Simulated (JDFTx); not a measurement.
# A series of single points on HfN

System: HfN (2 atoms in the cell).
Method: Kohn-Sham DFT of a periodic cell, PBE, PseudoDojo-SR-PBE-0.5-standard, no spin polarisation (JDFTx 1.7.0 (patched build)).

The 7 runs differ only in the geometry, by an even scaling of the cell at fixed fractional positions. The structure derives from an entry of the Crystallography Open Database.

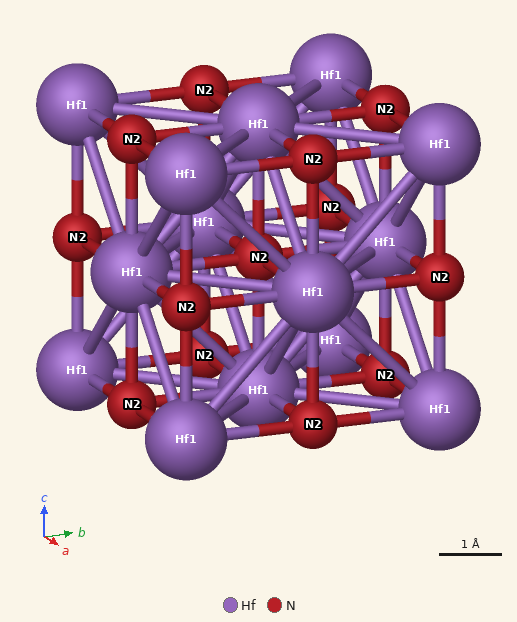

Figure 1. The structure of run 4 (ball-and-stick view of the cell 4 times as large as that of the calculation, set on its symmetry axes, seen slightly off an axis; atoms are numbered from 1 in the order of the input).

### Input of run 4
```
lattice \
    0.0000000000     4.2632221372     4.2632221372 \
    4.2632221372     0.0000000000     4.2632221372 \
    4.2632221372     4.2632221372     0.0000000000
coords-type Lattice
ion Hf     0.0000000000     0.0000000000     0.0000000000 1
ion N      0.5000000000     0.5000000000     0.5000000000 1

ion-species pseudo/Hf.upf
ion-species pseudo/N.upf
elec-cutoff 42
elec-ex-corr gga-PBE
kpoint-folding 10 10 10
elec-smearing Fermi 0.0018374661
elec-n-bands 14
electronic-SCF nIterations 100 energyDiffThreshold 1e-08
electronic-minimize nIterations 30 energyDiffThreshold 1e-7
forces-output-coords Cartesian

dump-name run.$VAR
dump End Ecomponents EigStats BandEigs Kpoints Forces Stress ElecDensity Dtot KEdensity
```

Command:
```bash
jdftx -c 1 -i HfN.in -o HfN.out
```

Run 5 differs from it as follows:
```diff
-    0.0000000000     4.2632221372     4.2632221372 \
-    4.2632221372     0.0000000000     4.2632221372 \
-    4.2632221372     4.2632221372     0.0000000000
+    0.0000000000     4.2914562192     4.2914562192 \
+    4.2914562192     0.0000000000     4.2914562192 \
+    4.2914562192     4.2914562192     0.0000000000
```

### Results, with one run withheld

| run | volume per atom (Å³) | free energy per atom, from the lowest run given (meV) | pressure (GPa) |
| --- | --- | --- | --- |
| 1 | 10.793 | 68.78 | 26.45 |
| 2 | 11.023 | 36.38 | 18.88 |
| 3 | 11.252 | 14.27 | 12.07 |
| 4 | 11.482 | 1.44 | 5.93 |
| 5 | 11.712 | ? | ? |
| 6 | 11.941 | 0.00 | −4.58 |
| 7 | 12.171 | 9.83 | −9.07 |

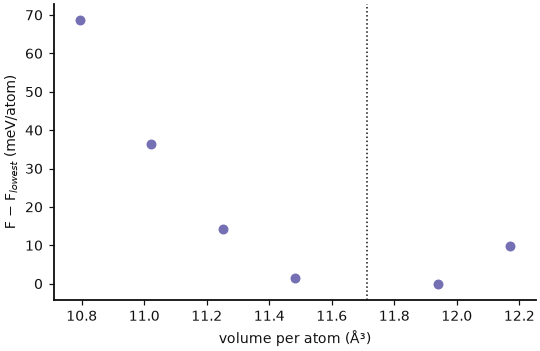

Figure 2. Free energy per atom of the runs given; the dotted line marks run 5.

What should run 5 give?

A cubic polynomial in V^(−2/3) (the Birch–Murnaghan form), fitted to the 6 runs given, misses them by at most 0.03 meV per atom. With x = V^(−2/3) − 0.19712 Å⁻², it reads F = 3.7525 + 4001.3 x + 5.88e+05 x² + 4.1992e+05 x³ (meV per atom). At run 5 it gives −3.05 meV per atom, and the run itself gives −3.04. The slope of the fit gives a pressure −dF/dV of 0.40 GPa there, and the run prints 0.41 GPa. The fit has its minimum at 11.730 Å³ per atom, where V d²F/dV² gives 266 GPa: the bulk modulus at this level, since symmetry fixes the shape and the positions.

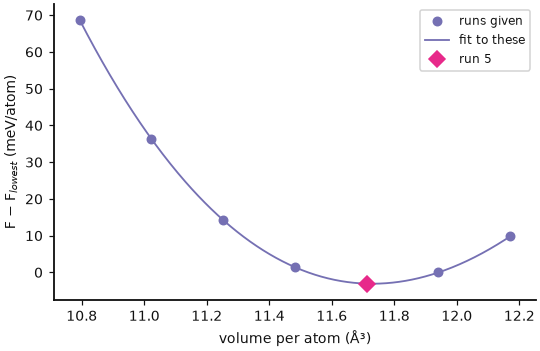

Figure 3. The fit and the withheld run.

### Some lines of the output (run 5)
```
[...]
unit cell volume = 158.068
     Etot =      -60.1862102471782592
        F =      -60.1864522188070197
	HOMO-LUMO gap: +0.002224
	Optical gap  : +0.048960 at state 6 ( [ +0.000000 +0.100000 +0.100000 ] spin 0 )
```

Notes: Spin–orbit coupling is left out, which matters for Hf. The cell holds an odd number of electrons but the run has no spin polarisation, so it comes out as a metal.
